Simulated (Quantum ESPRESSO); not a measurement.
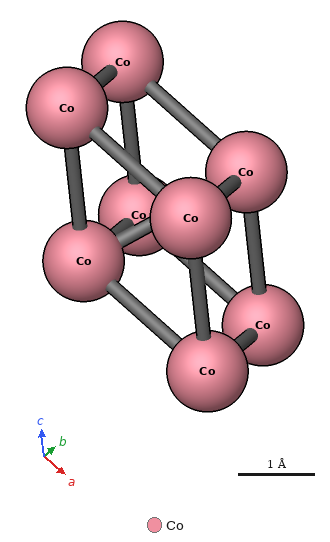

Figure 1. The structure (ball-and-stick view of the cell of the calculation, seen slightly off an axis). An atom can appear more than once, as a periodic image. Near neighbours in the periodic cell (some may lie outside the picture): Co has 8 Co at 2.40 to 2.45 Å.

**Fields calculation of Co (part 1 of 2)**

System: Co (1 atom in the cell).
Method: Kohn-Sham DFT of a periodic cell, PBEsol, DFT+U, SSSP 1.3 efficiency PBE, spin-polarised (Quantum ESPRESSO 7.5).

The structure derives from a Materials Project entry.

## Input
```
&CONTROL
  calculation = 'scf'
  prefix = 'pwscf'
  outdir = './tmp'
  pseudo_dir = './pseudo'
  tprnfor = .true.
  tstress = .true.
  disk_io = 'low'
/
&SYSTEM
  ibrav = 0
  nat = 1
  ntyp = 1
  ecutwfc = 55
  ecutrho = 440
  nbnd = 18
  input_dft = 'pbesol'
  occupations = 'smearing'
  smearing = 'mv'
  degauss = 0.00734986
  nspin = 2
  starting_magnetization(1) = 0.1176
/
&ELECTRONS
  conv_thr = 2d-10
  electron_maxstep = 120
  mixing_beta = 0.3
/
ATOMIC_SPECIES
Co    58.9332 Co_pbe_v1.2.uspp.F.UPF
CELL_PARAMETERS angstrom
  -1.4145745000    1.3929095500    1.3921574700
   1.4429802800   -1.3751271500    1.4027808400
   1.4112696000    1.3718222500   -1.3743750600
ATOMIC_POSITIONS crystal
Co     0.0000000000    0.0000000000    0.0000000000
K_POINTS automatic
9 9 9 0 0 0
HUBBARD {ortho-atomic}
U Co-3d 2.0
```

## File pp_density.in
```
&INPUTPP
  prefix = 'pwscf'
  outdir = './tmp'
  filplot = 'density.dat'
  plot_num = 0
/
&PLOT
  nfile = 1
  filepp(1) = 'density.dat'
  iflag = 3
  output_format = 6
  fileout = 'density.cube'
/
```

## File pp_potential.in
```
&INPUTPP
  prefix = 'pwscf'
  outdir = './tmp'
  filplot = 'potential.dat'
  plot_num = 11
/
&PLOT
  nfile = 1
  filepp(1) = 'potential.dat'
  iflag = 3
  output_format = 6
  fileout = 'potential.cube'
/
```

## File pp_spin.in
```
&INPUTPP
  prefix = 'pwscf'
  outdir = './tmp'
  filplot = 'spin.dat'
  plot_num = 6
/
&PLOT
  nfile = 1
  filepp(1) = 'spin.dat'
  iflag = 3
  output_format = 6
  fileout = 'spin.cube'
/
```

Hardware: 1 thread of Intel Xeon (Sapphire Rapids), 16 GiB of memory available, shared host.

Launched with:
```bash
OMP_NUM_THREADS=1 pw.x -in pw.in > pw.out
OMP_NUM_THREADS=1 pp.x -in pp_density.in > pp_density.out
OMP_NUM_THREADS=1 pp.x -in pp_potential.in > pp_potential.out
OMP_NUM_THREADS=1 pp.x -in pp_spin.in > pp_spin.out
```

## Log
```
This program is part of the open-source Quantum ESPRESSO suite
     for quantum simulation of materials; please cite
         "P. Giannozzi et al., J. Phys.:Condens. Matter 21 395502 (2009);
         "P. Giannozzi et al., J. Phys.:Condens. Matter 29 465901 (2017);
         "P. Giannozzi et al., J. Chem. Phys. 152 154105 (2020);
          URL
     in publications or presentations arising from this work. More details at

     IMPORTANT: XC functional enforced from input :
     Exchange-correlation= PBESOL
                           (   1   4  10   8   0   0   0)
     Any further DFT definition will be discarded
     Please, verify this is what you really want

     Message from routine setup:
     using ibrav=0 with symmetry is DISCOURAGED, use correct ibrav instead

     G-vector sticks info
     --------------------
     sticks:   dense  smooth     PW     G-vecs:    dense   smooth      PW
     Sum         701     345    129                11601     4103     975

     Using Slab Decomposition

     bravais-lattice index     =            0
     lattice parameter (alat)  =       4.5821  a.u.
     unit-cell volume          =      74.4083 (a.u.)^3
     number of atoms/cell      =            1
     number of atomic types    =            1
     number of electrons       =        17.00
     number of Kohn-Sham states=           18
     kinetic-energy cutoff     =      55.0000  Ry
     charge density cutoff     =     440.0000  Ry
     scf convergence threshold =      2.0E-10
     mixing beta               =       0.3000
     number of iterations used =            8  plain     mixing
     Exchange-correlation= PBESOL
                           (   1   4  10   8   0   0   0)
     Hubbard projectors: ortho-atomic
     Hubbard parameters of DFT+U (Dudarev formulation) in eV:
     U(Co-3d) =  2.0000

     Internal variables: lda_plus_u =T, lda_plus_u_kind = 0

     Internal variables: orbital_resolved =F, hub_pot_fix =F, apply_U = F

     celldm(1)=   4.582078  celldm(2)=   0.000000  celldm(3)=   0.000000
     celldm(4)=   0.000000  celldm(5)=   0.000000  celldm(6)=   0.000000

     crystal axes: (cart. coord. in units of alat)
               a(1) = (  -0.583394   0.574459   0.574149 )
               a(2) = (   0.595109  -0.567126   0.578530 )
               a(3) = (   0.582031   0.565763  -0.566815 )

     reciprocal axes: (cart. coord. in units 2 pi/alat)
               b(1) = ( -0.007570  0.871468  0.862076 )
               b(2) = (  0.840962 -0.004520  0.859025 )
               b(3) = (  0.850674  0.878131 -0.014233 )

     PseudoPot. # 1 for Co read from file:
     Co_pbe_v1.2.uspp.F.UPF
     Pseudo is Ultrasoft + core correction, Zval = 17.0
     Generated by new atomic code, or converted to UPF format
     Using radial grid of  863 points,  6 beta functions with:
                l(1) =   0
                l(2) =   0
                l(3) =   1
                l(4) =   1
                l(5) =   2
                l(6) =   2
     Q(r) pseudized with  8 coefficients,  rinner =    1.200   1.200   1.200
                                                       1.200   1.200

     atomic species   valence    mass     pseudopotential
     Co               17.00    58.93320     Co( 1.00)

     Starting magnetic structure
     atomic species   magnetization
     Co              0.118

      2 Sym. Ops., with inversion, found

   Cartesian axes

     site n.     atom                  positions (alat units)
         1        Co     tau(   1) = (   0.0000000   0.0000000   0.0000000  )

     number of k points=   365  Marzari-Vanderbilt smearing, width (Ry)=  0.0073

     Number of k-points >= 100: set verbosity='high' to print them.

     Dense  grid:    11601 G-vectors     FFT dimensions: (  32,  32,  32)

     Smooth grid:     4103 G-vectors     FFT dimensions: (  24,  24,  24)

     Check: negative core charge=   -0.000037
     Generating pointlists ...
     new r_m :   0.4084 (alat units)  1.8712 (a.u.) for type    1

     Initial potential from superposition of free atoms

     starting charge      16.0000, renormalised to      17.0000

     STARTING HUBBARD OCCUPATIONS:

     =================== HUBBARD OCCUPATIONS ===================
     ------------------------ ATOM    1 ------------------------
     Tr[ns(  1)] (up, down, total) =   5.00000  2.00000  7.00000
     Atomic magnetic moment for atom   1 =   3.00000
     SPIN  1
     eigenvalues:
       1.000  1.000  1.000  1.000  1.000
     eigenvectors (columns):
       1.000  0.000  0.000  0.000  0.000
       0.000  1.000  0.000  0.000  0.000
       0.000  0.000  1.000  0.000  0.000
       0.000  0.000  0.000  1.000  0.000
       0.000  0.000  0.000  0.000  1.000
     occupation matrix ns (before diag.):
       1.000  0.000  0.000  0.000  0.000
       0.000  1.000  0.000  0.000  0.000
       0.000  0.000  1.000  0.000  0.000
       0.000  0.000  0.000  1.000  0.000
       0.000  0.000  0.000  0.000  1.000
     SPIN  2
     eigenvalues:
       0.400  0.400  0.400  0.400  0.400
     eigenvectors (columns):
       1.000  0.000  0.000  0.000  0.000
       0.000  1.000  0.000  0.000  0.000
       0.000  0.000  1.000  0.000  0.000
       0.000  0.000  0.000  1.000  0.000
       0.000  0.000  0.000  0.000  1.000
     occupation matrix ns (before diag.):
       0.400  0.000  0.000  0.000  0.000
       0.000  0.400  0.000  0.000  0.000
       0.000  0.000  0.400  0.000  0.000
       0.000  0.000  0.000  0.400  0.000
       0.000  0.000  0.000  0.000  0.400

     Number of occupied Hubbard levels =    7.0000

     Atomic wfc used for Hubbard projectors are orthogonalized

     Starting wfcs are   13 randomized atomic wfcs +    5 random wfcs

     Self-consistent Calculation

     iteration #  1     ecut=    55.00 Ry     beta= 0.30
     Davidson diagonalization with overlap
     ethr =  1.00E-02,  avg # of iterations =  5.1

     =================== HUBBARD OCCUPATIONS ===================
     ------------------------ ATOM    1 ------------------------
     Tr[ns(  1)] (up, down, total) =   3.90165  1.90586  5.80751
     Atomic magnetic moment for atom   1 =   1.99580
     SPIN  1
     eigenvalues:
       0.697  0.710  0.726  0.881  0.888
     eigenvectors (columns):
      -0.005 -0.009 -0.009  0.747  0.665
       0.414  0.892  0.181  0.017 -0.002
       0.557 -0.406  0.724 -0.004  0.012
       0.000 -0.016  0.006  0.665 -0.747
       0.720 -0.199 -0.665 -0.003 -0.003
     occupation matrix ns (before diag.):
       0.884  0.002  0.001 -0.004 -0.001
       0.002  0.708 -0.001  0.002 -0.006
       0.001 -0.001  0.714 -0.002 -0.013
      -0.004  0.002 -0.002  0.885  0.000
      -0.001 -0.006 -0.013  0.000  0.710
     SPIN  2
     eigenvalues:
       0.270  0.276  0.448  0.453  0.460
     eigenvectors (columns):
      -0.793  0.609 -0.005 -0.009 -0.002
      -0.002  0.014  0.531  0.813  0.240
      -0.002 -0.004  0.470 -0.518  0.715
       0.609  0.793 -0.004 -0.010  0.002
      -0.001 -0.001 -0.705  0.267  0.657
     occupation matrix ns (before diag.):
       0.272 -0.002  0.000  0.003 -0.000
      -0.002  0.452  0.000 -0.002  0.003
       0.000  0.000  0.455  0.001  0.005
       0.003 -0.002  0.001  0.274  0.000
      -0.000  0.003  0.005  0.000  0.453

     Number of occupied Hubbard levels =    5.8075

     total energy              =    -296.50766283 Ry
     estimated scf accuracy    <       7.19658311 Ry

     total magnetization       =     1.96 Bohr mag/cell
     absolute magnetization    =     1.98 Bohr mag/cell

     iteration #  2     ecut=    55.00 Ry     beta= 0.30
     Davidson diagonalization with overlap
     ethr =  1.00E-02,  avg # of iterations =  2.0

     total energy              =    -298.00947467 Ry
     estimated scf accuracy    <       0.22577557 Ry

     total magnetization       =     1.88 Bohr mag/cell
     absolute magnetization    =     1.95 Bohr mag/cell

     iteration #  3     ecut=    55.00 Ry     beta= 0.30
     Davidson diagonalization with overlap
     ethr =  1.33E-03,  avg # of iterations =  1.0

     total energy              =    -298.05566858 Ry
     estimated scf accuracy    <       0.01818072 Ry

     total magnetization       =     1.96 Bohr mag/cell
     absolute magnetization    =     2.06 Bohr mag/cell

     iteration #  4     ecut=    55.00 Ry     beta= 0.30
     Davidson diagonalization with overlap
     ethr =  1.07E-04,  avg # of iterations =  1.6

     total energy              =    -298.05719327 Ry
     estimated scf accuracy    <       0.00774245 Ry

     total magnetization       =     1.91 Bohr mag/cell
     absolute magnetization    =     2.07 Bohr mag/cell

     iteration #  5     ecut=    55.00 Ry     beta= 0.30
     Davidson diagonalization with overlap
     ethr =  4.55E-05,  avg # of iterations =  1.2

     total energy              =    -298.05875100 Ry
     estimated scf accuracy    <       0.00036636 Ry

     total magnetization       =     1.93 Bohr mag/cell
     absolute magnetization    =     2.10 Bohr mag/cell

     iteration #  6     ecut=    55.00 Ry     beta= 0.30
     Davidson diagonalization with overlap
     ethr =  2.16E-06,  avg # of iterations =  2.2

     total energy              =    -298.05885410 Ry
     estimated scf accuracy    <       0.00003209 Ry

     total magnetization       =     1.92 Bohr mag/cell
     absolute magnetization    =     2.11 Bohr mag/cell

     iteration #  7     ecut=    55.00 Ry     beta= 0.30
     Davidson diagonalization with overlap
     ethr =  1.89E-07,  avg # of iterations =  1.0

     total energy              =    -298.05886038 Ry
     estimated scf accuracy    <       0.00001951 Ry

     total magnetization       =     1.92 Bohr mag/cell
     absolute magnetization    =     2.12 Bohr mag/cell

     iteration #  8     ecut=    55.00 Ry     beta= 0.30
     Davidson diagonalization with overlap
     ethr =  1.15E-07,  avg # of iterations =  1.0

     total energy              =    -298.05886853 Ry
     estimated scf accuracy    <       0.00000101 Ry

     total magnetization       =     1.92 Bohr mag/cell
     absolute magnetization    =     2.12 Bohr mag/cell

     iteration #  9     ecut=    55.00 Ry     beta= 0.30
     Davidson diagonalization with overlap
     ethr =  5.96E-09,  avg # of iterations =  1.5

     total energy              =    -298.05886895 Ry
     estimated scf accuracy    <       0.00000030 Ry

     total magnetization       =     1.92 Bohr mag/cell
     absolute magnetization    =     2.12 Bohr mag/cell
```
